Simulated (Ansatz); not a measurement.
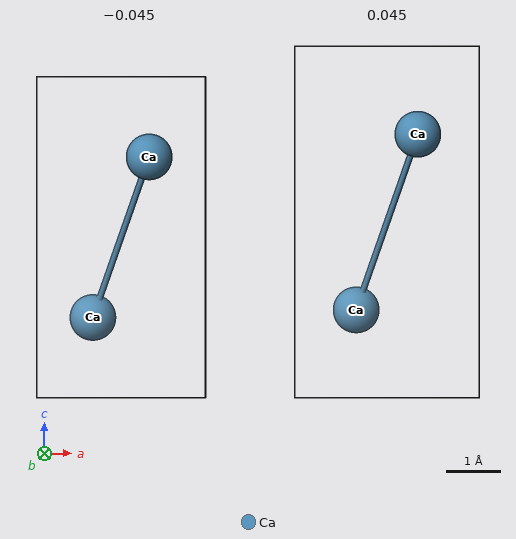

Solid Ca (set up in P6_3/mmc), under equal strain along all axes (cell held, atoms fixed by symmetry), with energies (extrapolated to zero smearing) counted from the relaxed crystal, which is the row at zero. The picture shows the first and the last member. A ball-and-stick model of the cell of the calculation, seen along the b axis.

Computed with Ansatz 0.2.0: DFT PBEsol, scalar-relativistic, plane waves, PAW. (plane-wave cutoff 420 eV; k-point mesh 12 × 12 × 8; occupations gaussian; smearing width 0.1 eV; no spin polarisation)

| strain | energy (meV/atom) | a (Å) | c (Å) |
| --- | --- | --- | --- |
| −0.045 | 46.70 | 3.679 | 6.056 |
| −0.03 | ? | ? | ? |
| −0.015 | 4.75 | 3.795 | 6.246 |
| 0.0 | 0.00 | 3.852 | 6.341 |
| 0.015 | 4.65 | 3.910 | 6.436 |
| 0.03 | 17.72 | 3.968 | 6.531 |
| 0.045 | 38.32 | 4.026 | 6.626 |

### One row is withheld. What does the calculation give there?

A parabola through three neighbouring rows (−0.045, −0.015, 0.0) gives, with Lagrange weights, (0.3333)(46.70) + (1.0000)(4.75) + (−0.3333)(0.00) = 20.32 meV/atom. The calculation gives 19.95 meV/atom (a = 3.737 Å, c = 6.151 Å). The estimate is 0.37 meV/atom too high. From the first member to the last: Ca–Ca 3.699 → 4.047 Å, Ca–Ca 3.679 → 4.026 Å.

The whole series:

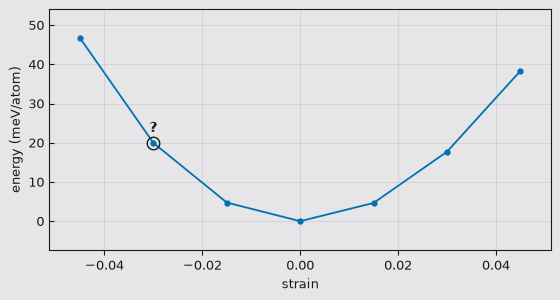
